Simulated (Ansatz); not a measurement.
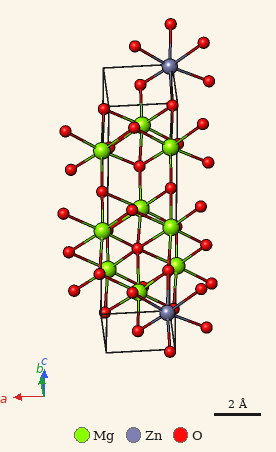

Starting structure of crystalline Mg5ZnO6 (a generated structure, set up in P1) (coarse preliminary run). Style: ball-and-stick. Shown: the cell of the calculation, from a free direction.

Method: Ansatz, DFT PBE, scalar-relativistic, plane waves, PAW.

The input:
```yaml
crystal:
  lattice:
    - [3.0073684872, -0.0262227857, -0.0125522464]
    - [-0.0262227857, 3.0084063725, 0.0208879903]
    - [-0.0532228342, 0.0885672579, 12.8207747591]
  atoms:
    - { symbol: Mg, position: [0.0104422221, -0.0187112852, 0.666795519] }
    - { symbol: Mg, position: [0.4750460825, 0.5084200137, 0.4993713802] }
    - { symbol: Mg, position: [-0.0110990892, 1.0003357301, 0.3379873148] }
    - { symbol: Mg, position: [0.4946703476, 0.4950250185, 0.1612013081] }
    - { symbol: Mg, position: [0.4712406678, 0.4871024693, 0.8402685451] }
    - { symbol: Zn, position: [0.0346299708, 0.9672643105, -0.0031092311] }
    - { symbol: O, position: [-0.0012074139, 0.0070676808, 0.4965759895] }
    - { symbol: O, position: [0.5170794639, 0.5106677332, 0.3360699098] }
    - { symbol: O, position: [1.0263948178, -0.0145337494, 0.16608876] }
    - { symbol: O, position: [0.4980798004, 0.5279850508, -0.0019825386] }
    - { symbol: O, position: [0.9877200565, -0.0078770953, 0.8344183345] }
    - { symbol: O, position: [0.4970030737, 0.5372541229, 0.6663147087] }
basis:
  ecutwfc: 420
kpoints:
  mp_grid: { grid: [4, 4, 1] }
hamiltonian:
  xc: pbe
scf:
  occupations: { method: gaussian, width: 0.1 }
  lower_state_search: "off"
output:
  forces: true
  stress: true
  eigenvalues: true
relax:
  adjacent_minimum: "off"
  f_tol: 0.025
  max_steps: 60
  cell: { stress_tol: 0.25 }
```

Launched with:
```bash
ansatz run input.yaml --threads 1 --pin off --max-ram 2560MiB --backend cpu --events-out ev --progress --plain --runs-dir out
```

Q: Predict the outcome.

A: Zn6 moves most relative to the cell: 0.15 Å roughly along [−1 1 0]. Largest moves by element: Zn 0.15 Å, Mg 0.13 Å, O 0.11 Å. Cell: a 3.008 → 3.018 Å (+0.4 %), b 3.009 → 3.018 Å (+0.3 %), c 12.821 → 12.794 Å (−0.2 %), α 89.2° → 90.0°, β 90.5° → 90.0°, γ 91.0° → 90.1°. Volume +0.5 %. Among the contacts that change: Zn6–O10 2.355 → 2.135 Å, Zn6–O10 (another image) 1.937 → 2.135 Å, Mg1–O12 2.296 → 2.135 Å, Mg1–O12 (another image) 1.999 → 2.135 Å. Bond angles that change, for instance: Zn6–O10–Zn6 168.6° → 180.0°, O10–Zn6–O10 168.6° → 180.0°, O10–Mg5–O12 171.6° → 180.0°. The space group (tolerance 0.01 Å) goes from P1 (No. 1) to P4/mmm (No. 123). Over 4 accepted moves (5 points after the start) the energy falls by 36.0 meV per atom. The largest force component goes from 1 to 0.0021 eV/Å. The pressure goes from 3.27 to 0.09 GPa. At 1 point the geometry stayed and the basis and grid were re-selected for the new cell (energy shift of 0.3 meV per atom at most each time).

The structure at the end:

```xyz
12
Lattice="3.0183 -0.0016 -0.0004 -0.0016 3.0182 0.0007 -0.0018 0.0031 12.7942" Properties=species:S:1:pos:R:3 pbc="T T T"
Mg   -0.0027    3.0202    8.5171
Mg    1.5074    1.5099    6.3973
Mg   -0.0006    0.0011    4.2779
Mg    1.5080    1.5089    2.1327
Mg    1.5069    1.5107   10.6618
Zn   -0.0016    3.0182    0.0007
O     3.0158    3.0181    6.3974
O     1.5076    1.5094    4.2730
O     3.0178   -0.0009    2.1615
O     1.5083    1.5083    0.0002
O    -0.0031    3.0206   10.6331
O     1.5072    1.5102    8.5216
```

After the run, drawn alike:

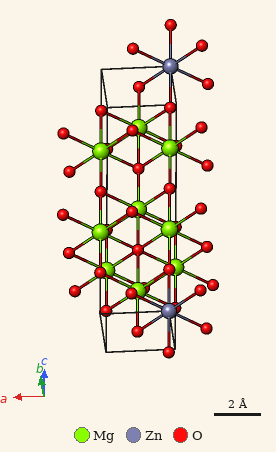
